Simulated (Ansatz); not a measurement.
A Fermi-surface calculation for P (space group R-3m, No. 166).

Input

```yaml
crystal:
  lattice:
    - [1.72572518, 0.9963479, 3.12968001]
    - [-1.72572518, 0.9963479, 3.12968001]
    - [0.0, -1.99269579, 3.12968001]
  atoms:
    - { symbol: P, position: [0.22708025, 0.22708025, 0.22708025] }
    - { symbol: P, position: [0.77291975, 0.77291975, 0.77291975] }
basis:
  ecutwfc: 420
kpoints:
  mp_grid: { grid: [18, 18, 18] }
hamiltonian:
  xc: pbe
scf:
  occupations: { method: gaussian, width: 0.05 }
output:
  forces: true
  eigenvalues: true
  eigenstates:
    nscf_kmesh: { grid: [18, 18, 18] }
    top_band: c6
    de_dk: true
    localisation: false
  stress: true
checkpoint:
  write: ck
  compress: false
  write_wavefunctions: false
  write_every: 100000
```

Launched as:

```sh
ansatz run input.yaml --threads 1 --pin off --max-ram 3072MiB --backend cpu --events-out ev --progress --plain --runs-dir out
```

Level of theory: DFT PBE, scalar-relativistic, plane waves, PAW; levels and slopes on a k mesh at the converged density in Ansatz. No spin polarisation. The levels come from a k mesh of 18×18×18 points. The geometry was not relaxed. The cell comes from a database of computed structures, not from a measurement.

Two bands cross the Fermi level; this is a semimetal: only small electron and hole pockets. The density of states at the Fermi level is 0.36 states/eV per primitive cell. The intraband plasma frequencies along the cartesian axes x, y and z of the cell as given are 2.8, 2.8 and 3.0 eV.

Band 5: two hole pockets on the Γ–T line (each 0.54 % of the zone) and specks under 0.04 % of the zone, which the mesh doesn't resolve and which may come from the interpolation; mean Fermi speed 8.3 × 10⁵ m/s.
Band 6: three electron pockets centred at L (each 0.30 % of the zone), one electron pocket centred at T (0.17 % of the zone) and specks under 0.04 % of the zone, which the mesh doesn't resolve and which may come from the interpolation; mean Fermi speed 5.7 × 10⁵ m/s.
A pocket cut by a face of the zone is counted once with the part on the opposite face.

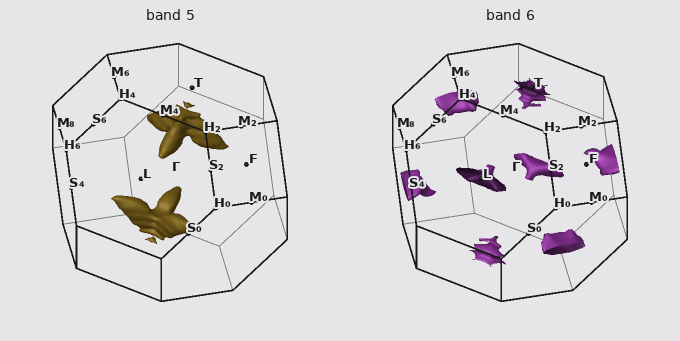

Each panel holds one band. The brighter face of a sheet looks towards empty states.

Semilocal functionals overstate band overlaps, so a small overlap like this can be a small gap in truth. The mesh is coarse (steps of 0.12 Å⁻¹). Necks and pockets thinner than about two mesh steps aren't resolved, so separate pockets may in truth be joined.
